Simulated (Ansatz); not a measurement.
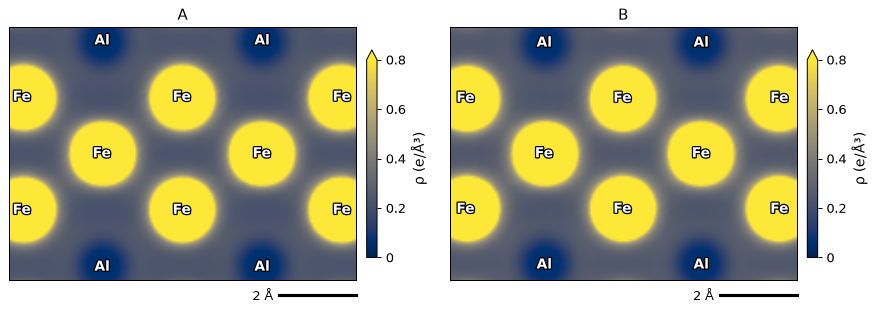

AlFe3. The valence pseudo-density of two cells that differ in size, on the (011̄) plane of each (indices in the axes of the calculation cell), at one length scale and on one colour scale; one has 12.1 and the other 12.8 Å³ an atom.

Level of theory: DFT r2SCAN, scalar-relativistic, plane waves, PAW in Ansatz 0.2.0.

Question: Which panel shows the smaller cell, and what does the compression change?

Answer: Panel B is the smaller cell, by 6 % in volume. From the larger cell to the smaller, Fe–Fe goes from 2.55 to 2.50 Å, and the density at its midpoint from 0.31 to 0.34 e/Å³; Al–Fe goes from 2.55 to 2.50 Å, and the density at its midpoint from 0.27 to 0.29 e/Å³; the pressure goes from −7 to 0.0 GPa; the largest moment (Fe) goes from 2.8 to 2.6 μB.
